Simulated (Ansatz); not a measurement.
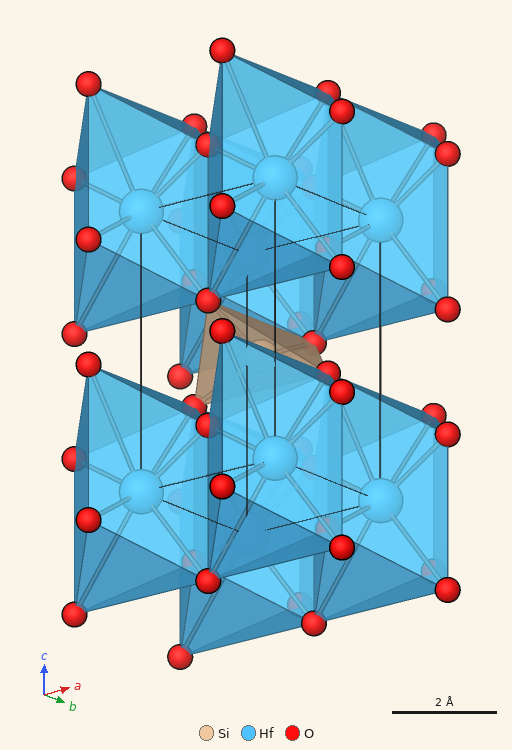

A polyhedral rendering, viewed from a general direction. One conventional unit cell is framed, with atoms on its boundary repeated. A few atoms beyond the faces are included.

HfSiO$_{4}$, space group P-4m2 (No. 115), a = 3.29 Å, b = 3.29 Å, c = 5.70 Å, α = 90.00°, β = 90.00°, γ = 90.00°.

Level of theory and settings: DFT, r2SCAN, plane waves, PAW (Ansatz), a cutoff energy of 500 eV, an 8×8×4 mesh of k-points, Fermi-Dirac smearing of 0.02 eV, no spin polarisation.

How large a gap does the method give, if there is one?

An insulator at this level, with a gap of 3.22 eV, indirect; the smallest direct gap is 3.48 eV.

Its origin is a structure type filled with these elements by a generator (whether the compound takes this form wasn't checked). It is drawn as it came out of a relaxation with DFT, r2SCAN, plane waves, PAW in Ansatz.
